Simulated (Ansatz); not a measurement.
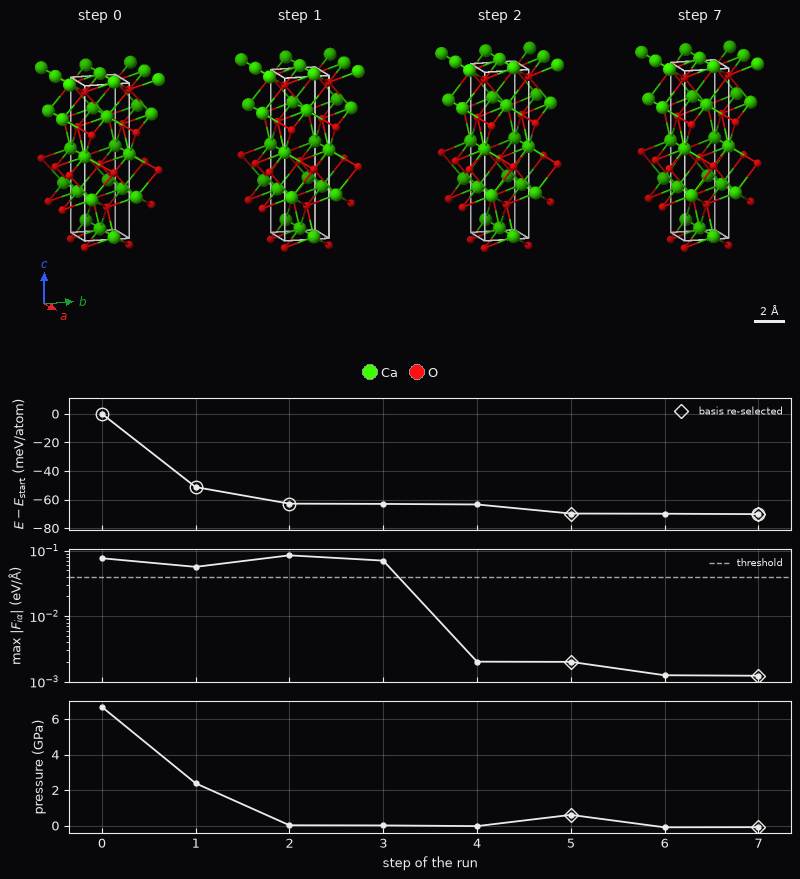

Frames of a relaxation of solid CaO (a generated structure, set up in I4_1md) (coarse preliminary run), marked on the history of the run. The picture is a ball-and-stick view of the conventional cell (2 times the calculation's cell), seen slightly off an axis. Lengths and directions refer to the drawn axes.

All numbers below come from DFT PBE, scalar-relativistic, plane waves, PAW (Ansatz).

Input
```yaml
crystal:
  lattice:
    - [-1.57113164, 1.57113164, 5.31645803]
    - [1.57113164, -1.57113164, 5.31645803]
    - [1.57113164, 1.57113164, -5.31645803]
  atoms:
    - { symbol: Ca, position: [0.542, 0.542, 0.0] }
    - { symbol: Ca, position: [0.292, 0.792, 0.5] }
    - { symbol: O, position: [0.958, 0.958, 0.0] }
    - { symbol: O, position: [0.708, 0.208, 0.5] }
basis:
  ecutwfc: 420
kpoints:
  mp_grid: { grid: [8, 8, 8] }
hamiltonian:
  xc: pbe
scf:
  occupations: { method: gaussian, width: 0.1 }
  lower_state_search: "off"
output:
  forces: true
  stress: true
  eigenvalues: true
relax:
  adjacent_minimum: "off"
  f_tol: 0.04
  max_steps: 70
  cell: { stress_tol: 0.4 }
```

Launched with:
```bash
ansatz run input.yaml --threads 1 --pin off --max-ram 2560MiB --backend cpu --events-out ev --progress --plain --runs-dir out
```

What happens along the run?

Over 5 accepted moves (7 points after the start) the energy falls by 70.2 meV per atom. The largest force component goes from 0.077 to 0.0012 eV/Å. The pressure goes from 6.68 to −0.08 GPa. At 2 points the geometry stayed and the basis and grid were re-selected for the new cell (energy shift of 6.4 meV per atom at most each time). The largest moves relative to the cell, 0.004 Å, are those of Ca1, Ca2, O3 and O4. Ca2 goes along +c. Largest moves by element: Ca 0.004 Å, O 0.004 Å. The drawn cell changes as follows: a = b 3.142 → 3.107 Å (−1.1 %), c 10.633 → 11.643 Å (+9.5 %); the volume changes by +7.1 %. Among the contacts that change: Ca1–Ca2 3.088 → 3.299 Å, Ca1–O4 2.363 → 2.473 Å, Ca1–Ca1 3.142 → 3.107 Å, Ca1–O3 2.395 → 2.408 Å. Among the angles between lasting bonds that change: O4–Ca1–O4 83.3° → 77.8°, Ca1–O4–Ca1 83.3° → 77.8°, Ca2–O4–Ca2 136.2° → 131.7°. The space group stays I4_1md (No. 109). The run took 55 s on 1 thread of Arm Neoverse V1, with other jobs on the host, peak memory 0.36 GiB. From step 0 to 1: volume +3.8 %, energy −51.2 meV per atom. From step 1 to 2: volume +2.2 %, energy −11.6 meV per atom. From step 2 to 7: Ca and O atoms move most (0.02 Å), volume +0.9 %, energy −7.3 meV per atom.
